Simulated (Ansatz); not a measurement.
# Single-point calculation, with input and output: Cu

System: Cu (slab, 3 atoms in the cell).
Method: DFT, PBE, plane waves, PAW, no spin polarisation (Ansatz 0.2.0).

The structure derives from an entry of the Crystallography Open Database. Figures and captions count atoms from 1; the log counts them from 0 in places.

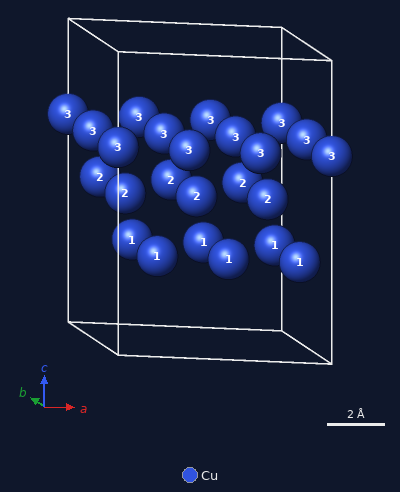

Figure 1. The structure as given in the input (spheres-only view of the 3 × 2 repeat of the cell, with the vacuum cut short, seen slightly off an axis; atoms are numbered from 1 in the order of the input). An atom can appear more than once, as a periodic image.

**Key numbers**

- outcome: converged
- electrons treated: 57
- free energy: −19874.5289 eV
- Fermi energy: 2.671 eV
- gap on the k-point mesh: none (metallic)
- largest force (length of the vector): 0.006 eV/Å
- hardware: 4 threads of Arm Neoverse V1, 24 GiB of memory available, shared host
- wall time: 3 s (CPU time 11 s)
- peak memory: 0.36 GiB

**Remarks**

Settings chosen away from the usual ones: accuracy set to low; scf.occupations.method set to fermi_dirac (from gaussian); scf.occupations.width set to 0.001 (from 0.1); basis.ecutwfc removed. These settings are looser than, or depart from, a standard set-up, so the numbers are not reference values for this system. The input asks for low accuracy.

**The input**
```yaml
crystal:
  lattice:
    - [2.5666196361, 0.0, 0.0]
    - [-1.283309818, 2.2227578067, 0.0]
    - [0.0, 0.0, 18.1912723148]
  atoms:
    - { symbol: Cu, position: [0.6666666667, 0.3333333333, 0.3847999128] }
    - { symbol: Cu, position: [0.3333333333, 0.6666666667, 0.4981368827] }
    - { symbol: Cu, position: [0.0, 0.0, 0.6114816024] }
kpoints:
  mp_grid: { grid: [12, 12, 1] }
hamiltonian:
  xc: pbe
scf:
  occupations: { method: fermi_dirac, width: 0.001 }
output:
  forces: true
  eigenvalues: true
efield:
  axis: 3
  dipole_correction: true
  ramp_width: 0.04
accuracy: low
```

Launched with:
```bash
ansatz run input.yaml --threads 4 --pin off --max-ram 12288MiB --backend cpu --events-out ev --progress --plain --runs-dir out
```

**Log**
```
Engine: ansatz 0.2.0, aarch64-unknown-linux-gnu
Pseudopotentials: kind: paw
Pseudopotential: Cu, paw, valence charge 19, recommended cutoff 420 eV (normal), Cu.paw.azcp
Functional definition: PBE
  parameter kappa = 0.804
  parameter beta = 0.06672455060314922
  exchange = pbe_x(kappa = kappa, mu = beta*pi^2/3)
  correlation = pbe_c(beta = beta)
Crystal: 3 atoms, lattice volume = 103.781 Å³
Basis set: ecut = 420 eV, 2071 PW (Γ), exchange–correlation on 36×36×250 points (8 copies of the dense FFT grid, shifted against one another)
Bands: 35, of which v1, the nominal top of the filled ones, is band 29 counted from 1 (28 counted from 0)
Symmetry: 6 space group operations
Space group: P3m1 (ITA 156), of the structure as read, at distance tolerance 4.7e-5 Å
k-points: 19 of 144 (time reversal used)
Non-local potential: Cu, projectors of the file, l = 0: 3, l = 1: 2, l = 2: 3, l = 3: 1
PAW form: soft (Blöchl's): semilocal exchange-correlation on the pseudo side does not see the compensation charge
PAW one-centre angular grid: Cu, 590 points (default); XC on 64 Gauss nodes
Initial density: superposition of atomic densities (neutral atoms: chi_scale 0, normalization atom), corrected by the library's trained network
Initial wavefunctions: pseudopotential atomic-orbital guess
Functional: x = pbe(κ = 0.804, μ = 0.2195149727645171), c = pbe(β = 0.06672455060314922)
SCF iter   1: F=—  HF=-19874.528556 eV  |F-HF|=—  |Δ(HF+E_count)|=         —  Δρ=2.39e-3  dr2=6.60e-3  ethr=1.77e-3  p=0.000 e·Å  D=2.06e-5 V/Å  ΔV_dip=-0.00 eV  dr2_dipole=1.19e-7  V_vac-E_F(+/−)=4.81/4.81 eV  ⟨swp⟩=8.2  Hψ=3014  notcnv=0
efield: sawtooth ramp at fractional position 0.9781 (placed from the atoms, in the widest stretch of the axis that holds none; the zero of the levels goes with the place), width 0.0400; the density the first Hamiltonian is built on has a dipole p = 0.000 e·Å; the dipole correction subtracts the counter field D = 2.06e-5 V/Å, which shifts the + side's vacuum level by -0.00 eV against the − side's; the planar-averaged density in the ramp window peaks in size at 9.6e-5 e/Å³
preconditioner: auto → LDOS  [insulator: Δε(μ)=0.005 eV  Ē_g=8.424 eV  σ=0.001 eV  W_gap=0.77  n_scr=14 (ndim 8)  ℏωp=20.9 eV  f_vac=0.603  D(μ)=32.17/eV (n_scr^D=696)  ε∞_Penn≈7.2  β→1.0]
SCF iter   2: F=—  HF=-19874.527186 eV  |F-HF|=—  |Δ(HF+E_count)|=   1.37e-3  Δρ=2.33e-3  dr2=4.70e-3  ethr=1.16e-5  p=0.000 e·Å  D=1.91e-5 V/Å  ΔV_dip=-0.00 eV  dr2_dipole=2.08e-8  V_vac-E_F(+/−)=4.72/4.72 eV  ⟨swp⟩=3.8  Hψ=1643  notcnv=0  defer=28
SCF iter   3: F=—  HF=-19874.528708 eV  |F-HF|=—  |Δ(HF+E_count)|=   1.52e-3  Δρ=1.29e-3  dr2=2.49e-3  ethr=8.24e-6  p=0.000 e·Å  D=1.86e-5 V/Å  ΔV_dip=-0.00 eV  dr2_dipole=1.31e-8  V_vac-E_F(+/−)=4.71/4.71 eV  ⟨swp⟩=2.7  Hψ=1067  notcnv=0  defer=28
SCF iter   4: F=—  HF=-19874.528523 eV  |F-HF|=—  |Δ(HF+E_count)|=   1.85e-4  Δρ=1.05e-3  dr2=2.56e-3  ethr=4.37e-6  p=0.000 e·Å  D=1.42e-5 V/Å  ΔV_dip=-0.00 eV  dr2_dipole=2.24e-8  V_vac-E_F(+/−)=4.71/4.71 eV  ⟨swp⟩=2.7  Hψ=1047  notcnv=0  defer=28
SCF iter   5: F=—  HF=-19874.528904 eV  |F-HF|=—  |Δ(HF+E_count)|=   3.82e-4  Δρ=1.39e-3  dr2=2.84e-3  ethr=4.37e-6  p=0.000 e·Å  D=1.26e-5 V/Å  ΔV_dip=-0.00 eV  dr2_dipole=3.06e-8  V_vac-E_F(+/−)=4.71/4.71 eV  ⟨swp⟩=2.5  Hψ=757  notcnv=0  defer=28
SCF iter   6: F=—  HF=-19874.529161 eV  |F-HF|=—  |Δ(HF+E_count)|=   2.56e-4  Δρ=1.51e-3  dr2=3.04e-3  ethr=4.37e-6  p=0.000 e·Å  D=1.49e-5 V/Å  ΔV_dip=-0.00 eV  dr2_dipole=2.54e-8  V_vac-E_F(+/−)=4.70/4.70 eV  ⟨swp⟩=2.5  Hψ=759  notcnv=0  defer=28
SCF iter   7: F=—  HF=-19874.529127 eV  |F-HF|=—  |Δ(HF+E_count)|=   3.35e-5  Δρ=1.08e-3  dr2=1.93e-3  ethr=4.37e-6  p=0.000 e·Å  D=1.43e-5 V/Å  ΔV_dip=-0.00 eV  dr2_dipole=2.61e-8  V_vac-E_F(+/−)=4.69/4.69 eV  ⟨swp⟩=2.6  Hψ=760  notcnv=0  defer=28
SCF iter   8: F=—  HF=-19874.529028 eV  |F-HF|=—  |Δ(HF+E_count)|=   9.97e-5  Δρ=7.14e-4  dr2=1.32e-3  ethr=3.38e-6  p=0.000 e·Å  D=1.55e-5 V/Å  ΔV_dip=-0.00 eV  dr2_dipole=2.68e-8  V_vac-E_F(+/−)=4.69/4.69 eV  ⟨swp⟩=2.2  Hψ=735  notcnv=0  defer=28
SCF iter   9: F=—  HF=-19874.528990 eV  |F-HF|=—  |Δ(HF+E_count)|=   3.73e-5  Δρ=8.33e-4  dr2=1.24e-3  ethr=2.31e-6  p=0.000 e·Å  D=2.23e-6 V/Å  ΔV_dip=-0.00 eV  dr2_dipole=2.44e-8  V_vac-E_F(+/−)=4.69/4.69 eV  ⟨swp⟩=2.5  Hψ=790  notcnv=0  defer=28
SCF iter  10: F=—  HF=-19874.528908 eV  |F-HF|=—  |Δ(HF+E_count)|=   8.25e-5  Δρ=7.50e-4  dr2=6.96e-4  ethr=2.18e-6  p=-0.000 e·Å  D=-1.75e-5 V/Å  ΔV_dip=0.00 eV  dr2_dipole=2.20e-8  V_vac-E_F(+/−)=4.70/4.70 eV  ⟨swp⟩=2.6  Hψ=808  notcnv=0  defer=28
SCF iter  11: F=—  HF=-19874.528774 eV  |F-HF|=—  |Δ(HF+E_count)|=   1.34e-4  Δρ=4.32e-4  dr2=1.67e-4  ethr=1.22e-6  p=-0.000 e·Å  D=-2.22e-5 V/Å  ΔV_dip=0.00 eV  dr2_dipole=1.90e-8  V_vac-E_F(+/−)=4.70/4.70 eV  ⟨swp⟩=2.6  Hψ=877  notcnv=0  defer=28
SCF iter  12: F=—  HF=-19874.528815 eV  |F-HF|=—  |Δ(HF+E_count)|=   4.08e-5  Δρ=4.82e-4  dr2=2.23e-4  ethr=2.92e-7  p=-0.000 e·Å  D=-1.36e-5 V/Å  ΔV_dip=0.00 eV  dr2_dipole=8.78e-9  V_vac-E_F(+/−)=4.70/4.70 eV  ⟨swp⟩=2.8  Hψ=888  notcnv=0  defer=28
SCF iter  13: F=—  HF=-19874.528850 eV  |F-HF|=—  |Δ(HF+E_count)|=   3.57e-5  Δρ=3.78e-4  dr2=1.09e-4  ethr=2.92e-7  p=0.000 e·Å  D=5.70e-6 V/Å  ΔV_dip=-0.00 eV  dr2_dipole=6.59e-9  V_vac-E_F(+/−)=4.71/4.71 eV  ⟨swp⟩=3.1  Hψ=812  notcnv=0  defer=28
SCF iter  14: F=—  HF=-19874.528895 eV  |F-HF|=—  |Δ(HF+E_count)|=   4.44e-5  Δρ=2.11e-4  dr2=2.14e-5  ethr=1.91e-7  p=0.000 e·Å  D=1.63e-5 V/Å  ΔV_dip=-0.00 eV  dr2_dipole=2.08e-8  V_vac-E_F(+/−)=4.71/4.71 eV  ⟨swp⟩=3.6  Hψ=940  notcnv=0  defer=28
SCF iter  15: F=—  HF=-19874.528918 eV  |F-HF|=—  |Δ(HF+E_count)|=   2.36e-5  Δρ=1.04e-4  dr2=5.30e-6  ethr=3.76e-8  p=0.000 e·Å  D=1.71e-5 V/Å  ΔV_dip=-0.00 eV  dr2_dipole=1.73e-8  V_vac-E_F(+/−)=4.70/4.70 eV  ⟨swp⟩=3.3  Hψ=1132  notcnv=0  defer=28
SCF iter  16: F=—  HF=-19874.528932 eV  |F-HF|=—  |Δ(HF+E_count)|=   1.38e-5  Δρ=8.09e-5  dr2=3.64e-6  ethr=9.30e-9  p=0.000 e·Å  D=1.16e-5 V/Å  ΔV_dip=-0.00 eV  dr2_dipole=1.25e-8  V_vac-E_F(+/−)=4.71/4.71 eV  ⟨swp⟩=2.9  Hψ=1090  notcnv=0  defer=28
SCF iter  17: F=—  HF=-19874.528938 eV  |F-HF|=—  |Δ(HF+E_count)|=   5.88e-6  Δρ=2.78e-5  dr2=3.22e-7  ethr=6.39e-9  p=0.000 e·Å  D=1.17e-5 V/Å  ΔV_dip=-0.00 eV  dr2_dipole=8.67e-9  V_vac-E_F(+/−)=4.71/4.71 eV  ⟨swp⟩=2.9  Hψ=1091  notcnv=0  defer=28
SCF iter  18: F=—  HF=-19874.528941 eV  |F-HF|=—  |Δ(HF+E_count)|=   2.90e-6  Δρ=2.02e-5  dr2=2.63e-7  ethr=5.64e-10  p=0.000 e·Å  D=9.82e-6 V/Å  ΔV_dip=-0.00 eV  dr2_dipole=9.96e-9  V_vac-E_F(+/−)=4.71/4.71 eV  ⟨swp⟩=2.7  Hψ=1067  notcnv=0  defer=28
SCF iter  19: F=-19874.528942 eV  HF=-19874.528942 eV  |F-HF|=7.10e-7  |Δ(HF+E_count)|=   6.29e-7  Δρ=8.71e-6  dr2=4.35e-8  ethr=1.75e-10  p=0.000 e·Å  D=1.33e-5 V/Å  ΔV_dip=-0.00 eV  dr2_dipole=7.08e-9  V_vac-E_F(+/−)=4.71/4.71 eV  ⟨swp⟩=9.9  Hψ=3083  notcnv=0
SCF 1 converged in 19 iterations: F = -19874.528942 eV  dr2 = 4.35e-8
  greatest PAW one-centre occupation: 1.000 electrons in one spin orbital (limit 2), on the Cu atom at site 2 (counted from 0), in its partial waves of l = 0
```

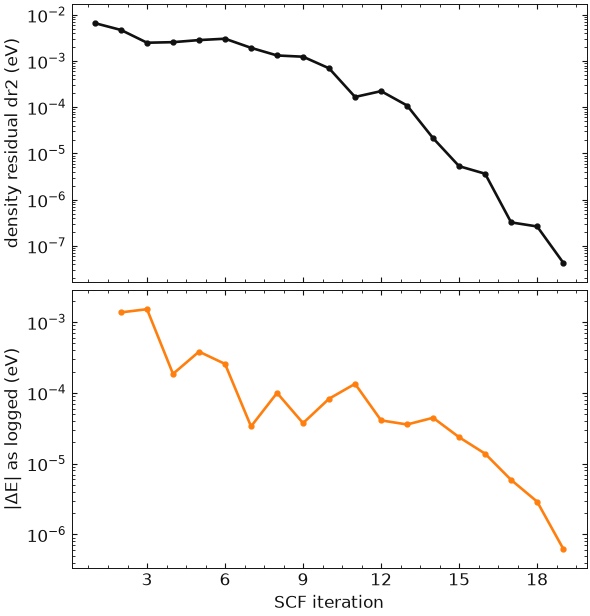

Figure 2. Convergence of the self-consistent field: density residual dr2 and size of the energy change against the SCF iteration. The residual falls almost steadily, with no more than small rises.

```
SCF converged after 19 iterations
Free energy (F): -19874.528942 eV
Harris-Foulkes:  -19874.528942 eV  (|F-HF|=7.10e-7)
Internal energy: -19874.528837 eV  (E = F + TS)
E sigma→0 (E₀):  -19874.528890 eV
Entropy (-TS):   -0.000105 eV (-0.035 meV/atom)
Fermi energy:    2.671012 eV
Dipole field:    D = -0.000144 V/Å  (p = -0.000082 e·Å, saw-weighted, corrected)
Work function:   Φ+ = 4.7074 eV   Φ− = 4.7047 eV
Levels:          The Fermi level and band energies are counted from a zero that moves with the ramp; work functions are not
--- Per-component energies (eV) ---
  E_band       = -1867.796885
  E_kinetic    = 898.488155
  E_local      = -83313.137264  (includes V_loc(G=0)·N_el)
  E_nonlocal   = 1173.736632
  E_hartree    = 40539.905747
  E_xc         = -266.329644
  E_vxc        = -343.457083  (∫ρ·V_xc dr)
  E_paw        = -4992.769249  (= ΣΔE_a)
  E_vpaw       = -1363.225193  (= ΣTr[D̂ρ^β])
  E_aug_tail   = 0.000818  (compensation charges beyond the density's cutoff)
  E_efield     = 0.000000  (sawtooth field / dipole correction)
  E_vefield    = -0.000000  (∫n·V_field dr)
  E_ewald      = 26085.575969
  E_smearing   = -0.000105  (= −TS)
  E_closure    = -0.000000  (closes the sum)
  Σ components = -19874.528942   (vs F -19874.528942, Δ=0.00e0)
--- Forces (eV/Å), atoms counted from 1 ---
  atom   1  Cu    -0.00000000     0.00000000     0.00499431
  atom   2  Cu     0.00000000     0.00000000     0.00054174
  atom   3  Cu     0.00000000     0.00000000    -0.00553811
  max |Σ_I F_I| component: 2.06e-6 eV/Å
--- Band table (eV; the first three rows and the last of 19) ---
  k-point 0: bands = ["-109.8684", "-109.5948", "-109.5946", "-67.2471", "-67.2031", "-67.2031", "-66.9506", "-66.9449", "-66.9379", "-66.9379", "-66.9377", "-66.9377", "-5.9603", "-3.9267", "-2.4385", "-0.2510", "-0.2510", "-0.2363", "-0.1728", "-0.0260", "-0.0260", "0.1223", "0.1223", "0.6145", "0.6145", "0.8995", "0.8995", "1.1400", "1.1400", "1.1877", "2.6477", "6.8120", "7.4665", "8.1731", "10.3803"]
  k-point 1: bands = ["-109.8678", "-109.5942", "-109.5941", "-67.2463", "-67.2085", "-67.2044", "-66.9499", "-66.9449", "-66.9430", "-66.9428", "-66.9392", "-66.9390", "-5.7415", "-3.7217", "-2.2760", "-0.3811", "-0.2493", "-0.2274", "-0.1777", "0.0084", "0.0229", "0.0921", "0.1981", "0.5469", "0.5965", "0.6752", "0.8981", "0.9122", "1.1420", "1.5879", "3.1472", "7.0048", "7.6843", "8.3594", "10.5891"]
  k-point 2: bands = ["-109.8662", "-109.5926", "-109.5925", "-67.2440", "-67.2231", "-67.2081", "-66.9573", "-66.9570", "-66.9478", "-66.9437", "-66.9428", "-66.9426", "-5.1040", "-3.1471", "-1.8486", "-0.6017", "-0.4458", "-0.2585", "-0.0525", "0.0130", "0.0695", "0.1270", "0.3241", "0.4102", "0.4860", "0.6056", "0.8542", "0.8854", "1.1482", "2.2164", "4.2172", "7.5823", "8.3355", "8.9246", "11.2137"]
  k-point 18: bands = ["-109.8586", "-109.5852", "-109.5850", "-67.2591", "-67.2591", "-67.2333", "-66.9928", "-66.9924", "-66.9923", "-66.9905", "-66.9394", "-66.9393", "-1.1678", "-1.1220", "-1.1218", "-0.9540", "-0.9538", "-0.2973", "-0.0197", "-0.0196", "0.0103", "0.0324", "0.5901", "0.5902", "1.0111", "1.0111", "1.0742", "6.3305", "6.3305", "6.7327", "7.4142", "8.7612", "8.7613", "10.7262", "10.7262"]
```
